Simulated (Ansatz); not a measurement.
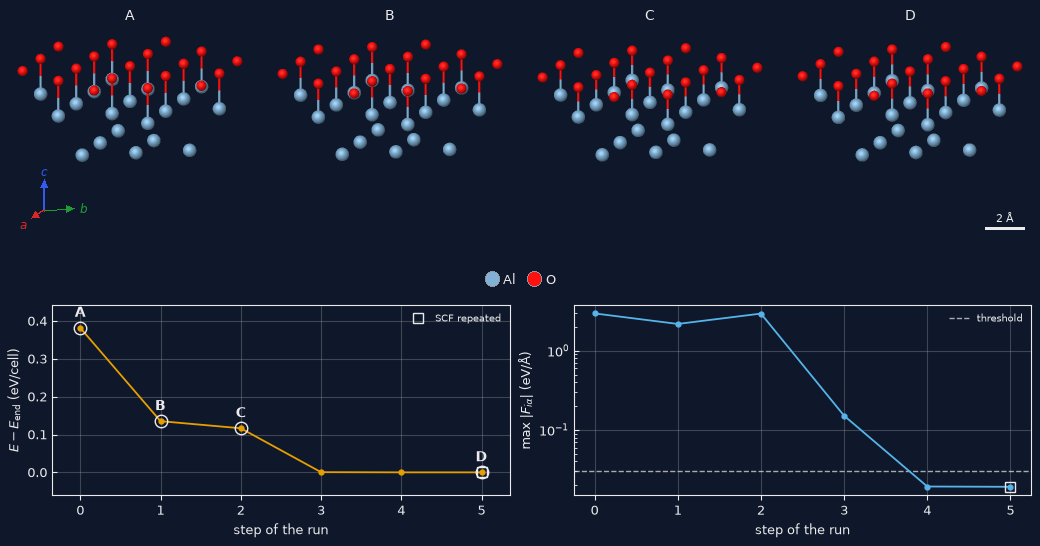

Frames of a constrained relaxation of a slab of composition Al$_{9}$O (cut from the P6_3/mmc phase), marked on the history of the run. Style: ball-and-stick. Shown: the atoms within 5.8 Å of the atom that moves most (axes of the 3 × 3 repeat of the cell, outlined in the plane, without the vacuum), slightly off an axis.

Case: O put at a top Al site. The slab is the (0 0 1) face of Al with O on it. 4 atoms are held fixed.

These are results of DFT PBEsol, scalar-relativistic, plane waves, PAW in Ansatz 0.2.0, not measurements. (plane-wave cutoff 420 eV; k-point mesh 12 × 12 × 1; occupations gaussian; smearing width 0.1 eV; no spin polarisation; dipole correction; atoms relaxed in a fixed cell; force threshold 0.03 eV/Å; at most 70 steps)

What happens along the run?

Answer. The energy falls by 0.382 eV per cell of the calculation in 4 accepted moves (5 points after the start). Largest force component: 3 eV/Å at the start, 0.019 eV/Å at the end. 1 step only repeated the SCF at the same geometry. The atom that moves furthest is the O atom (0.28 Å along the normal (−c)). Largest moves by element: O 0.28 Å, Al 0.08 Å. The lattice vectors keep their values. Near-neighbour distances that change, for instance: Al–O 1.880 → 1.677 Å. From step 0 to 1: the O atom moves most (0.15 Å), energy −0.246 eV per cell of the calculation. From step 1 to 2: the O atom moves most (0.19 Å), energy −18.8 meV per cell of the calculation. From step 2 to 5: the O atom moves most (0.07 Å), energy −0.116 eV per cell of the calculation.

Limits of the set-up: the cell has an odd number of electrons but was run without spin polarisation; the periodic images lie only 2.8 Å apart, so the values are limited by the cell's size.
